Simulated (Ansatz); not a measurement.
Program: Ansatz.

```
crystal:
  lattice:
    - [2.866, 0, 0]
    - [0, 2.866, 0]
    - [0, 0, 8.598]
  atoms:
    - { symbol: Fe, position: [0.0131, 0.0131, 0.0131], spin: 2.4, spin_axis: [0.824466, 0.522724, -0.216831] }
    - { symbol: Fe, position: [0.5131, 0.5131, 0.179766667], spin: 2.4, spin_axis: [-0.257534, -0.37385, -0.891018] }
    - { symbol: Fe, position: [0.0131, 0.0131, 0.346433333], spin: 2.4, spin_axis: [-0.192129, -0.782352, 0.592462] }
    - { symbol: Fe, position: [0.5131, 0.5131, 0.5131], spin: 2.4, spin_axis: [0.833672, 0.427061, 0.350156] }
    - { symbol: Fe, position: [0.0131, 0.0131, 0.679766667], spin: 2.4, spin_axis: [0.257918, -0.614042, 0.745943] }
    - { symbol: Fe, position: [0.5131, 0.5131, 0.846433333], spin: 2.4, spin_axis: [-0.514557, 0.003885, -0.857447] }
kpoints:
  mp_grid: { grid: [4, 4, 2] }
hamiltonian:
  xc: pbe
  pseudopotentials: { kind: nc }
scf:
  occupations: { method: gaussian, width: "0.1 eV" }
magnetization:
  noncollinear: true
```

Fe (Im-3m, 6 atoms in the cell); DFT, PBE, norm-conserving potentials, plane waves, scalar-relativistic (Ansatz development build ahead of 0.2.0); cutoff 1224.51 eV, 4×4×2 k-mesh, Gaussian smearing of 0.1 eV, non-collinear spins.

Question: What does the convergence history look like?

Answer: It did not converge: it stopped after 100 iterations. The residual is still falling at the last step (down to 2 × 10⁻⁷). The integral of |m| goes from 13.1 to 13.6 μB per cell, though in an unconverged run this needn't be final.

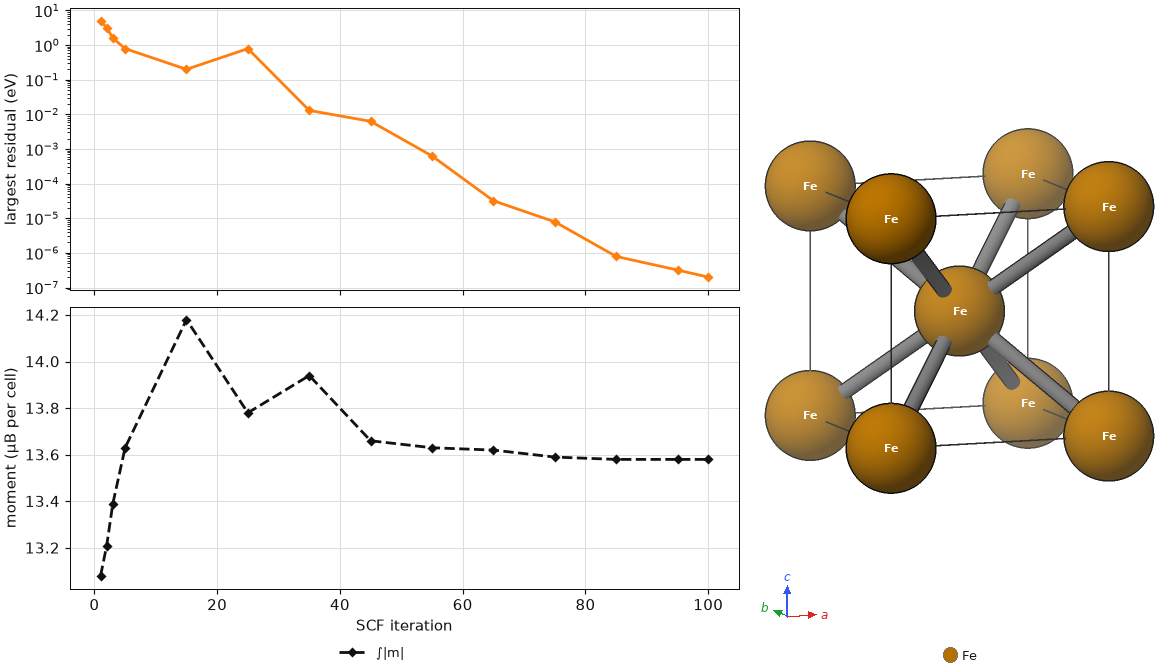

Beside the plot: the structure in its conventional cell.

SCF iterations of a calculation: largest residual, magnetic moments. Only some iterations were kept.
